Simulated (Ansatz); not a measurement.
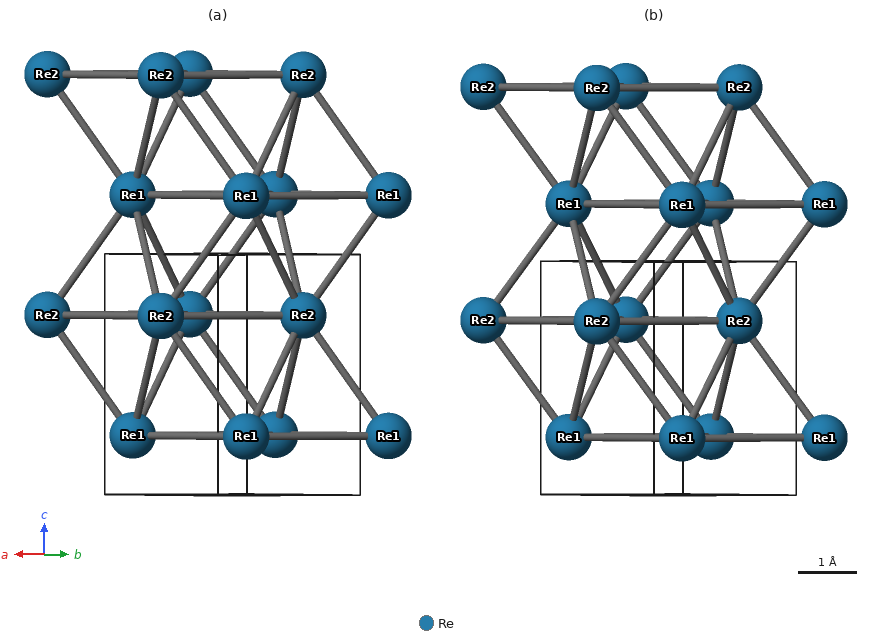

Left: solid Re (set up in P6_3/mmc). Right: the same structure after one change, at the same scale. The picture is a ball-and-stick view of the cell of the calculation, repeated 2 × 2 × 2 with one cell outlined, seen from a free direction.

These are results of DFT, LDA, PAW with Ansatz's default frozen-core files, scalar-relativistic (Ansatz 0.2.0), not measurements. (plane-wave cutoff 420 eV; k-point mesh 14 × 14 × 8; occupations fermi dirac; smearing width 0.05 eV; no spin polarisation)

> What distinguishes the right structure from the left one?

The cell is strained by −3.0 % along c and none across it (volume −3.0 %), the atoms keeping their fractional coordinates. No relaxation follows.

> How do the computed properties respond?

Some distances before and after: Re–Re 2.567 → 2.517 Å. The space group stays P6_3/mmc (No. 194). The energy rises by 268 meV per atom. The pressure goes from 91.6 to 116.5 GPa. The principal stresses (compression positive) are 138.2 GPa along c and 105.7 GPa across it. All forces vanish by symmetry.
